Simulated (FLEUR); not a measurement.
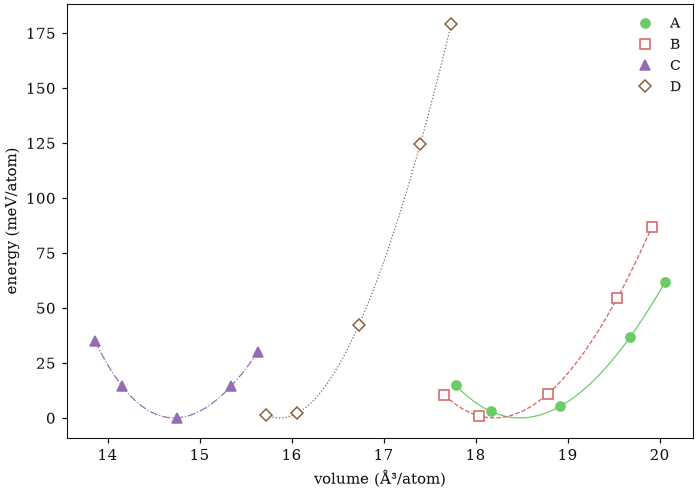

The plot gives the computed energy against volume, with one curve for each element, for Nb, Pd, Ta and W (all in space group Fm-3m (No. 225)). The labels are replaced by letters.

Computed with FLEUR MaX-R8.1 (later development tree): all-electron LAPW DFT, no spin polarisation; energies at scaled volumes of the given cell, shape and fractions fixed, counted from the fit's minimum, third-order Birch-Murnaghan fit. Level: SCAN.

- occupations: Fermi–Dirac
- smearing width: 0.05 eV
- potentials: all electron

Q: Which letter stands for which compound?

A: A: Nb; B: Ta; C: Pd; D: W.
